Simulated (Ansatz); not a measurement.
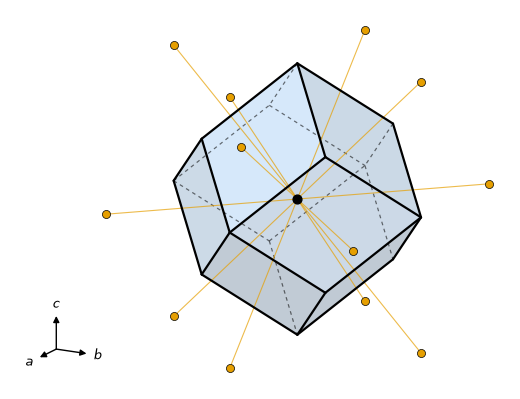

The Wigner–Seitz cell of the crystal's lattice, with lines to the lattice points that define its faces. Crystal: PtS₂, the input geometry of an electronic-structure calculation (not necessarily at equilibrium); the starting structure was generated, so it need not be a known form of this composition. All values are computed from the atomic coordinates in the standard setting (tolerance 0.002 Å).

a = 5.952 Å, b = 5.952 Å, c = 5.952 Å, α = 90.00°, β = 90.00°, γ = 90.00°; space group No. 225, Fm-3m.

Q: Which of Fedorov's five parallelohedra is it?

A: A rhombic dodecahedron: 12 faces (12 with 4 edges), 24 edges, 14 vertices. Its volume is that of the primitive cell, 52.7 Å³.

Q: Which lattice vectors do the faces bisect?

A:
| example | length (Å) | faces | edges of each | area (Å²) |
| --- | --- | --- | --- | --- |
| 1/2 a + 1/2 b | 4.21 | 12 | 4 | 6.3 |
